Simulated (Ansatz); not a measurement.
## Ti₆O: geometry relaxation (part 2 of 2)

Continued. System: Ti₆O (slab, 7 atoms in the cell). Method: DFT PBEsol, scalar-relativistic, plane waves, PAW, PAW set soft_1, no spin polarisation (Ansatz 0.2.0); cutoff 420 eV, 9×6×1 k-mesh, Gaussian smearing of 0.1 eV. The structure derives from an entry of the Crystallography Open Database. The input holds or restrains some coordinates. Forces given for the steps count only the free coordinates.

Geometry of the input (Å; fractional positions):
```
2.9000  0.0000  0.0000
0.0000  4.5906  0.0000
0.0000  0.0000  21.2063
Ti 0.0000  0.7500  0.1886
Ti 0.5000  0.2500  0.2281
Ti 0.5000  0.7500  0.3071
Ti 0.0000  0.2500  0.3454
Ti 0.0000  0.7500  0.4206
Ti 0.5000  0.2500  0.4577
O  0.8333  0.5500  0.5058
```

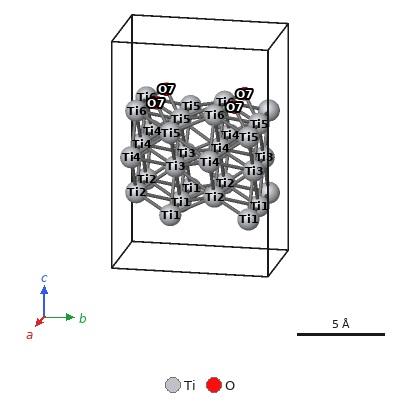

**Figure 1.** The geometry at step 2 of the log (ball-and-stick view of the 2 × 2 repeat of the cell, with the vacuum cut short, seen slightly off an axis; atoms are numbered from 1 in the order of the input).

## Log, continued
```
SCF iter   1: F=—  HF=-15402.778048 eV  |F-HF|=—  |Δ(HF+E_count)|=         —  Δρ=4.16e-3  dr2=1.01e-1  ethr=8.79e-4  p=-0.075 e·Å  D=-4.80e-2 V/Å  ΔV_dip=1.02 eV  dr2_dipole=2.15e-2  V_vac-E_F(+/−)=4.84/3.82 eV  ⟨swp⟩=3.7  Hψ=2640  notcnv=0  defer=20
efield: sawtooth ramp at fractional position 0.8272 (handed on by an earlier solve), width 0.0400; the density the first Hamiltonian is built on has a dipole p = -0.075 e·Å; the dipole correction subtracts the counter field D = -4.80e-2 V/Å, which shifts the + side's vacuum level by +1.02 eV against the − side's; the planar-averaged density in the ramp window peaks in size at 2.7e-6 e/Å³
preconditioner: auto → LDOS  [metal: Δε(μ)=0.029 eV  Ē_g=2.940 eV  σ=0.100 eV  W_gap=0.16  n_scr=42 (ndim 8)  ℏωp=11.7 eV  f_vac=0.559  D(μ)=10.19/eV (n_scr^D=64)  β→1.0]
SCF iter   2: F=—  HF=-15402.757134 eV  |F-HF|=—  |Δ(HF+E_count)|=   2.09e-2  Δρ=2.49e-3  dr2=2.89e-2  ethr=1.29e-4  p=-0.037 e·Å  D=-2.35e-2 V/Å  ΔV_dip=0.50 eV  dr2_dipole=4.17e-3  V_vac-E_F(+/−)=4.32/3.82 eV  ⟨swp⟩=3.0  Hψ=2360  notcnv=0  defer=17
SCF iter   3: F=—  HF=-15402.752558 eV  |F-HF|=—  |Δ(HF+E_count)|=   4.58e-3  Δρ=6.64e-4  dr2=3.98e-3  ethr=3.71e-5  p=-0.046 e·Å  D=-2.93e-2 V/Å  ΔV_dip=0.62 eV  dr2_dipole=7.92e-4  V_vac-E_F(+/−)=4.44/3.82 eV  ⟨swp⟩=2.3  Hψ=1961  notcnv=0  defer=17
SCF iter   4: F=—  HF=-15402.752417 eV  |F-HF|=—  |Δ(HF+E_count)|=   1.41e-4  Δρ=2.68e-4  dr2=1.03e-3  ethr=5.11e-6  p=-0.044 e·Å  D=-2.84e-2 V/Å  ΔV_dip=0.60 eV  dr2_dipole=2.90e-4  V_vac-E_F(+/−)=4.42/3.82 eV  ⟨swp⟩=2.1  Hψ=1948  notcnv=0  defer=17
SCF iter   5: F=—  HF=-15402.752485 eV  |F-HF|=—  |Δ(HF+E_count)|=   6.73e-5  Δρ=1.74e-4  dr2=1.55e-4  ethr=1.32e-6  p=-0.044 e·Å  D=-2.79e-2 V/Å  ΔV_dip=0.59 eV  dr2_dipole=5.31e-6  V_vac-E_F(+/−)=4.41/3.82 eV  ⟨swp⟩=2.0  Hψ=1731  notcnv=0  defer=17
SCF iter   6: F=-15402.752456 eV  HF=-15402.752455 eV  |F-HF|=6.65e-7  |Δ(HF+E_count)|=   2.94e-5  Δρ=2.27e-5  dr2=2.00e-6  ethr=1.28e-7  p=-0.044 e·Å  D=-2.79e-2 V/Å  ΔV_dip=0.59 eV  dr2_dipole=3.72e-9  V_vac-E_F(+/−)=4.41/3.82 eV  ⟨swp⟩=20.8  Hψ=13363  notcnv=0
SCF 3 converged in 6 iterations: F = -15402.752456 eV  dr2 = 2.00e-6
  Residual-converged pass: ⟨swp⟩=1.1  Hψ=1430  notcnv=0  max |occ|·‖R‖ = 7.1e-9 eV (tolerance 1.0e-8 eV)  dr2=2.00e-6  dr2_onsite=1.01e-7  max |Δocc| = 6.3e-11
relax step   3: F+E_penalty+E_count = -15402.75245588 eV  Δ(F+E_penalty+E_count) = -6.447e-2 eV  max|allowed force component| = 2.355e-1 eV/Å  Δτ_max = 0.1025 Å  (6 SCF iters, dr2 threshold 1.00e-4 eV, accepted)
SCF iter   1: F=—  HF=-15402.754316 eV  |F-HF|=—  |Δ(HF+E_count)|=         —  Δρ=5.70e-4  dr2=1.83e-3  ethr=2.11e-5  p=-0.044 e·Å  D=-2.79e-2 V/Å  ΔV_dip=0.59 eV  dr2_dipole=2.99e-4  V_vac-E_F(+/−)=4.41/3.82 eV  ⟨swp⟩=2.0  Hψ=2194  notcnv=0  defer=1
efield: sawtooth ramp at fractional position 0.8272 (handed on by an earlier solve), width 0.0400; the density the first Hamiltonian is built on has a dipole p = -0.044 e·Å; the dipole correction subtracts the counter field D = -2.79e-2 V/Å, which shifts the + side's vacuum level by +0.59 eV against the − side's; the planar-averaged density in the ramp window peaks in size at 2.7e-6 e/Å³
preconditioner: auto → LDOS  [metal: Δε(μ)=0.024 eV  Ē_g=2.949 eV  σ=0.100 eV  W_gap=0.13  n_scr=42 (ndim 8)  ℏωp=11.7 eV  f_vac=0.559  D(μ)=9.99/eV (n_scr^D=64)  β→1.0]
SCF iter   2: F=—  HF=-15402.754061 eV  |F-HF|=—  |Δ(HF+E_count)|=   2.55e-4  Δρ=3.12e-4  dr2=4.74e-4  ethr=2.35e-6  p=-0.048 e·Å  D=-3.09e-2 V/Å  ΔV_dip=0.65 eV  dr2_dipole=6.44e-5  V_vac-E_F(+/−)=4.47/3.82 eV  ⟨swp⟩=2.9  Hψ=2140  notcnv=0  defer=3
SCF iter   3: F=—  HF=-15402.754007 eV  |F-HF|=—  |Δ(HF+E_count)|=   5.39e-5  Δρ=7.84e-5  dr2=4.97e-5  ethr=6.08e-7  p=-0.047 e·Å  D=-3.01e-2 V/Å  ΔV_dip=0.64 eV  dr2_dipole=6.86e-6  V_vac-E_F(+/−)=4.46/3.82 eV  ⟨swp⟩=2.5  Hψ=1755  notcnv=0  defer=3
SCF iter   4: F=—  HF=-15402.754009 eV  |F-HF|=—  |Δ(HF+E_count)|=   1.50e-6  Δρ=2.74e-5  dr2=8.94e-6  ethr=6.38e-8  p=-0.047 e·Å  D=-3.02e-2 V/Å  ΔV_dip=0.64 eV  dr2_dipole=2.40e-6  V_vac-E_F(+/−)=4.46/3.82 eV  ⟨swp⟩=2.6  Hψ=2150  notcnv=0  defer=3
SCF iter   5: F=-15402.754010 eV  HF=-15402.754011 eV  |F-HF|=6.58e-7  |Δ(HF+E_count)|=   2.17e-6  Δρ=1.53e-5  dr2=1.22e-6  ethr=4.44e-9  p=-0.047 e·Å  D=-3.02e-2 V/Å  ΔV_dip=0.64 eV  dr2_dipole=4.58e-8  V_vac-E_F(+/−)=4.46/3.82 eV  ⟨swp⟩=19.1  Hψ=13170  notcnv=0
SCF 4 converged in 5 iterations: F = -15402.754010 eV  dr2 = 1.22e-6
relax step   4: F+E_penalty+E_count = -15402.75401024 eV  Δ(F+E_penalty+E_count) = -1.554e-3 eV  max|allowed force component| = 1.219e-3 eV/Å  Δτ_max = 0.0131 Å  (5 SCF iters, dr2 threshold 3.47e-6 eV, accepted)
iter 1 solved again at ethr=1.58e-9 eV; its pass at ethr=3.10e-3 eV (dr2=1.23e-6 eV) is discarded
SCF iter   1: F=—  HF=-15402.753965 eV  |F-HF|=—  |Δ(HF+E_count)|=         —  Δρ=1.53e-5  dr2=1.23e-6  ethr=1.58e-9  p=-0.047 e·Å  D=-3.02e-2 V/Å  ΔV_dip=0.64 eV  dr2_dipole=4.80e-8  V_vac-E_F(+/−)=4.46/3.82 eV  ⟨swp⟩=1.0  Hψ=3304  notcnv=0
efield: sawtooth ramp at fractional position 0.8272 (handed on by an earlier solve), width 0.0400; the density the first Hamiltonian is built on has a dipole p = -0.047 e·Å; the dipole correction subtracts the counter field D = -3.02e-2 V/Å, which shifts the + side's vacuum level by +0.64 eV against the − side's; the planar-averaged density in the ramp window peaks in size at 2.6e-6 e/Å³
preconditioner: auto → LDOS  [metal: Δε(μ)=0.024 eV  Ē_g=2.946 eV  σ=0.100 eV  W_gap=0.14  n_scr=42 (ndim 8)  ℏωp=11.7 eV  f_vac=0.559  D(μ)=10.02/eV (n_scr^D=64)  β→1.0]
SCF iter   2: F=—  HF=-15402.754011 eV  |F-HF|=—  |Δ(HF+E_count)|=   4.63e-5  Δρ=1.62e-5  dr2=1.65e-6  ethr=1.58e-9  p=-0.047 e·Å  D=-3.02e-2 V/Å  ΔV_dip=0.64 eV  dr2_dipole=7.55e-8  V_vac-E_F(+/−)=4.46/3.82 eV  ⟨swp⟩=2.0  Hψ=2247  notcnv=0
SCF iter   3: F=-15402.754011 eV  HF=-15402.754011 eV  |F-HF|=8.20e-10  |Δ(HF+E_count)|=   1.18e-7  Δρ=1.59e-6  dr2=1.78e-8  ethr=1.28e-10  p=-0.047 e·Å  D=-3.02e-2 V/Å  ΔV_dip=0.64 eV  dr2_dipole=2.83e-9  V_vac-E_F(+/−)=4.46/3.82 eV  ⟨swp⟩=10.0  Hψ=9985  notcnv=0
SCF 5 converged in 3 iterations: F = -15402.754011 eV  dr2 = 1.78e-8
relax step   5: F+E_penalty+E_count = -15402.75401104 eV  Δ(F+E_penalty+E_count) = -7.956e-7 eV  max|allowed force component| = 1.345e-3 eV/Å  Δτ_max = 0.0000 Å  (3 SCF iters, accepted)
WARN: The input density's exchange-correlation potential varies sharply where the density is thin. Do not read a vacuum level from v_tot or v_xc, or from such a field of the output density. On a cell that repeats whose density bears no net charge and no dipole along the vacuum's axis use v_es (v_loc + v_h of the components); under efield.dipole_correction with no amplitude use v_es + v_field, which holds any external_charges[].barrier, or the levels of the report's work_function block, which leave it out; under a non-zero efield.amplitude the vacuum is tilted and has no level; on a cell that repeats and bears such a dipole with no correction it is tilted too, and efield.dipole_correction with no amplitude gives each side of its ramp a level where efield: is served; in a cell that repeats whose density bears a net charge (total_charge, or a fill off its count) it is curved and has none; of a slab under crystal.periodic whose density bears no net charge use v_es, which has a level on each side, short of where the two are joined; of another it falls or rises all the way out and has none; of a slab beside external_charges read slab_vacuum_level instead, which it has where they leave it neutral. The grid or the basis barely resolves most such structure, and the values can differ between equally converged runs; as a rule a tighter scf.convergence.dr2_threshold does not remove it. Where the density itself ripples (under the LDA too) a higher basis.ecutwfc lessens it. The files hold the spikes' plane waves up to the density's cutoff. Files: v_tot and the like, and their columns of v_z.tsv (output.write_potential); v_xc and the like, and their columns of v_comp_z.tsv (output.write_potential_components); where files of the output density stand in their place, no point of their own thin density is over the threshold below, and this is of outcome.potential() and, of a run that writes arrays (npy), the arrays of these names. Measured: with its Gaussian average of σ = 0.25 Å subtracted twice, the exchange-correlation potential is over 0.1 eV at 11 of the grid points where the equally averaged density (valence and model cores) is under 1e-3 e/Å³, and 0.115 eV at the most among them, at an averaged density of 1.9e-7 e/Å³. See output.write_potential in the manual, Limitations
SCF converged after 3 iterations
Free energy (F): -15402.754011 eV
Harris-Foulkes:  -15402.754011 eV  (|F-HF|=8.20e-10)
Internal energy: -15402.703893 eV  (E = F + TS)
E sigma→0 (E₀):  -15402.728952 eV
Entropy (-TS):   -0.050118 eV (-7.160 meV/atom)
Fermi energy:    2.613638 eV
Dipole field:    D = -0.030181 V/Å  (p = -0.047087 e·Å, saw-weighted, corrected)
Work function:   Φ+ = 4.4599 eV   Φ− = 3.8199 eV
Levels:          The Fermi level and band energies are counted from a zero that moves with the ramp; work functions are not
--- Per-component energies (eV) ---
  E_band       = -1760.136944
  E_kinetic    = 1858.170027
  E_local      = -65272.254730  (includes V_loc(G=0)·N_el)
  E_nonlocal   = 426.131681
  E_hartree    = 31637.020356
  E_xc         = -760.653404
  E_vxc        = -958.533491  (∫ρ·V_xc dr)
  E_paw        = -6261.805944  (= ΣΔE_a)
  E_vpaw       = -1087.216549  (= ΣTr[D̂ρ^β])
  E_aug_tail   = 0.000275  (compensation charges beyond the density's cutoff)
  E_efield     = 0.000711  (sawtooth field / dipole correction)
  E_vefield    = -0.483599  (∫n·V_field dr)
  E_ewald      = 22969.815540
  E_core_change = 0.871595  (= ΣΔE_core)
  E_smearing   = -0.050118  (= −TS)
  E_closure    = -0.000000  (closes the sum)
  Σ components = -15402.754011   (vs F -15402.754011, Δ=0.00e0)
--- Forces (eV/Å), atoms counted from 1 ---
  atom   1  Ti    -0.00433932     0.02592233     0.35428026
  atom   2  Ti    -0.00314163    -0.06296514     0.06398644
  atom   3  Ti     0.04698865     0.10749092    -0.64350625
  atom   4  Ti    -0.09379239    -0.00159678    -0.65026677
  atom   5  Ti    -0.07956953     0.37205740     0.45549933
  atom   6  Ti    -0.40588487     0.08795420     0.41864710
  atom   7  O      0.53975658    -0.52885724     0.00134486
  max |Σ_I F_I| component: 1.75e-5 eV/Å
--- Band table (eV; the first three rows and the last of 28) ---
  k-point 0: bands = ["-54.1935", "-54.1289", "-53.8830", "-53.8116", "-53.7527", "-53.6751", "-30.9594", "-30.7012", "-30.6702", "-30.6512", "-30.4601", "-30.4579", "-30.3358", "-30.2241", "-30.2198", "-30.1144", "-30.0865", "-30.0423", "-30.0041", "-29.9951", "-29.9456", "-29.9145", "-29.8342", "-29.8129", "-16.0803", "-3.1542", "-2.6131", "-2.3168", "-1.6672", "-1.2602", "0.0243", "0.3876", "0.6751", "0.9795", "1.5942", "2.0477", "2.0689", "2.5618", "2.8231", "3.1018", "3.2299", "3.4562", "3.5087", "3.5536", "3.6511", "3.7355", "3.8453"]
  k-point 1: bands = ["-54.1904", "-54.1266", "-53.8825", "-53.8104", "-53.7536", "-53.6819", "-30.9360", "-30.7164", "-30.6720", "-30.6084", "-30.5201", "-30.3887", "-30.3286", "-30.2370", "-30.2127", "-30.1185", "-30.0908", "-30.0561", "-30.0079", "-30.0053", "-29.9410", "-29.8990", "-29.8735", "-29.8233", "-16.0729", "-3.0340", "-2.6054", "-2.2625", "-1.6237", "-1.1202", "0.0328", "0.3037", "0.6595", "1.1382", "1.5554", "1.9132", "2.0221", "2.6058", "2.8722", "3.0346", "3.2855", "3.3669", "3.4169", "3.4963", "3.5353", "3.6737", "3.7369"]
  k-point 2: bands = ["-54.1839", "-54.1220", "-53.8823", "-53.8068", "-53.7535", "-53.6978", "-30.8848", "-30.7308", "-30.6904", "-30.5280", "-30.5224", "-30.3752", "-30.3098", "-30.2309", "-30.1970", "-30.1429", "-30.1146", "-30.0894", "-30.0173", "-30.0012", "-29.9470", "-29.9221", "-29.8916", "-29.8508", "-16.0583", "-2.9411", "-2.4666", "-1.9518", "-1.5271", "-0.7402", "-0.2074", "0.0284", "0.4743", "1.4108", "1.6980", "1.8164", "2.1240", "2.5696", "2.7871", "2.8991", "3.0550", "3.1663", "3.2440", "3.3987", "3.5376", "3.6112", "3.7118"]
  k-point 27: bands = ["-54.1353", "-54.0773", "-53.8368", "-53.7675", "-53.7078", "-53.6679", "-30.8972", "-30.6835", "-30.6562", "-30.6082", "-30.5899", "-30.4916", "-30.4570", "-30.4274", "-30.3493", "-30.3169", "-30.2815", "-30.1975", "-30.1641", "-30.1209", "-30.0113", "-29.9881", "-29.9588", "-29.9242", "-15.8077", "-3.2316", "-2.3788", "-2.0663", "-0.0734", "0.3780", "0.5735", "0.6688", "0.9586", "1.1420", "1.4390", "1.5858", "1.7906", "1.8560", "2.2726", "2.6613", "2.8946", "3.1065", "3.2338", "3.3283", "3.4771", "3.6925", "3.9730"]
--- Relaxed structure (5 steps of the walk, 5 accepted, 0 SCFs on fresh bases) ---
  F+E_penalty+E_count = -15402.75401104 eV   max|allowed force component| = 1.345e-3 eV/Å
  atoms:
    - { symbol: Ti, position: [0.0, 0.75, 0.1886236106] }
    - { symbol: Ti, position: [0.5, 0.25, 0.22810009770000003] }
    - { symbol: Ti, position: [0.5, 0.75, 0.3070530716] }
    - { symbol: Ti, position: [0.0, 0.25, 0.3454090437] }
    - { symbol: Ti, position: [0.0, 0.75, 0.4205530428] }
    - { symbol: Ti, position: [0.5, 0.25, 0.4577071195] }
    - { symbol: O, position: [0.8333333333, 0.55, 0.49260052783789193] }
```

## Trajectory as extended XYZ (Å, eV, eV/Å), 5 frames, from step=1 to step=5
```
7
Lattice="2.9000 0.0000 0.0000 0.0000 4.5906 0.0000 0.0000 0.0000 21.2063" Properties=species:S:1:pos:R:3:forces:R:3 step=1 energy=-15402.19071
Ti    0.0000    3.4429    4.0000   -0.0050   0.0258   0.3563
Ti    1.4500    1.1476    4.8371   -0.0066  -0.0759   0.0305
Ti    1.4500    3.4429    6.5114    0.0486   0.1313  -0.5417
Ti    0.0000    1.1476    7.3248   -0.0768   0.0321  -0.5068
Ti    0.0000    3.4429    8.9184   -0.3913  -0.7238   2.2070
Ti    1.4500    1.1476    9.7063    0.3883   1.7778   2.0635
O     2.4166    2.5248   10.7263    0.0427  -1.1676  -3.6089
7
Lattice="2.9000 0.0000 0.0000 0.0000 4.5906 0.0000 0.0000 0.0000 21.2063" Properties=species:S:1:pos:R:3:forces:R:3 step=2 energy=-15402.68798
Ti    0.0000    3.4429    4.0000   -0.0040   0.0267   0.3545
Ti    1.4500    1.1476    4.8371   -0.0051  -0.0705   0.0522
Ti    1.4500    3.4429    6.5114    0.0473   0.1217  -0.6093
Ti    0.0000    1.1476    7.3248   -0.0902   0.0178  -0.6020
Ti    0.0000    3.4429    8.9184   -0.2650  -0.1639   1.2812
Ti    1.4500    1.1476    9.7063   -0.0873   0.7417   0.9533
O     2.4166    2.5248   10.5356    0.4045  -0.6729  -1.4304
7
Lattice="2.9000 0.0000 0.0000 0.0000 4.5906 0.0000 0.0000 0.0000 21.2063" Properties=species:S:1:pos:R:3:forces:R:3 step=3 energy=-15402.75246
Ti    0.0000    3.4429    4.0000   -0.0044   0.0259   0.3541
Ti    1.4500    1.1476    4.8371   -0.0028  -0.0619   0.0658
Ti    1.4500    3.4429    6.5114    0.0470   0.1056  -0.6486
Ti    0.0000    1.1476    7.3248   -0.0941  -0.0054  -0.6564
Ti    0.0000    3.4429    8.9184   -0.0423   0.4705   0.3078
Ti    1.4500    1.1476    9.7063   -0.4573  -0.0153   0.3411
O     2.4166    2.5248   10.4331    0.5541  -0.5188   0.2355
7
Lattice="2.9000 0.0000 0.0000 0.0000 4.5906 0.0000 0.0000 0.0000 21.2063" Properties=species:S:1:pos:R:3:forces:R:3 step=4 energy=-15402.75401
Ti    0.0000    3.4429    4.0000   -0.0043   0.0260   0.3543
Ti    1.4500    1.1476    4.8371   -0.0031  -0.0631   0.0640
Ti    1.4500    3.4429    6.5114    0.0470   0.1080  -0.6436
Ti    0.0000    1.1476    7.3248   -0.0938  -0.0024  -0.6506
Ti    0.0000    3.4429    8.9184   -0.0796   0.3728   0.4557
Ti    1.4500    1.1476    9.7063   -0.4058   0.0874   0.4189
O     2.4166    2.5248   10.4462    0.5397  -0.5288   0.0012
7
Lattice="2.9000 0.0000 0.0000 0.0000 4.5906 0.0000 0.0000 0.0000 21.2063" Properties=species:S:1:pos:R:3:forces:R:3 step=5 energy=-15402.75401
Ti    0.0000    3.4429    4.0000   -0.0043   0.0259   0.3543
Ti    1.4500    1.1476    4.8371   -0.0031  -0.0630   0.0640
Ti    1.4500    3.4429    6.5114    0.0470   0.1075  -0.6435
Ti    0.0000    1.1476    7.3248   -0.0938  -0.0016  -0.6503
Ti    0.0000    3.4429    8.9184   -0.0796   0.3721   0.4555
Ti    1.4500    1.1476    9.7063   -0.4059   0.0880   0.4186
O     2.4166    2.5248   10.4462    0.5398  -0.5289   0.0013
```

## Summary

- outcome: converged under the restraints of the input
- electrons treated: 78
- free energy: −15402.7540 eV
- work function, top face: 4.46 eV
- work function, bottom face: 3.82 eV
- Fermi energy: 2.614 eV
- gap on the k-point mesh: none (metallic)
- final volume: 282.31 Å³
- work function (upper face): 4.46 eV
- largest force (length of the vector) at the end, held atoms and coordinates included: 0.756 eV/Å
- hardware: 2 threads of Arm Neoverse V1, 24 GiB of memory available, shared host
- wall time: 2 min (CPU time 4 min)
- peak memory: 0.64 GiB

## Notes

Warnings of the run: the PAW datasets were made with another functional; the exchange-correlation potential is rough where the density is thin.
